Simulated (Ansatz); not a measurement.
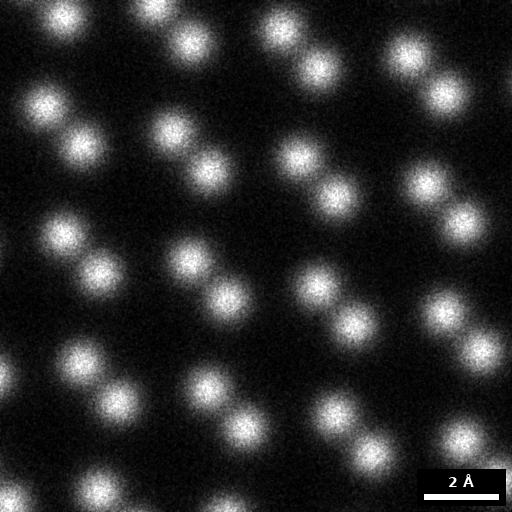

HAADF-like image of Ti. Simulation: incoherent imaging, intensity Z^1.7 per atom, probe width 0.88 Å, thin sample. The probe carries 25 % of its weight in a tail 2.5 times as wide. Shot noise was added.

**Give the net of the columns and its spacings.**

The pattern repeats on a centred rectangular net of 4.1 × 5.8 Å.

**What is the plane group of the image?**

c2mm: perpendicular mirror lines on a centred net, with further twofold points between them.

**How many columns does the smallest repeating cell hold, and how many levels of brightness?**

2 columns in the primitive cell of 11.9 Å², all of one brightness.

The crystal is Ti (Fd-3m, No. 227) seen along [110]. Model: the geometry relaxed with Ansatz 0.2.0, DFT, revPBE, plane waves (420 eV) with PAW, scalar-relativistic; the starting structure was generated, so it need not be a known form of this composition.
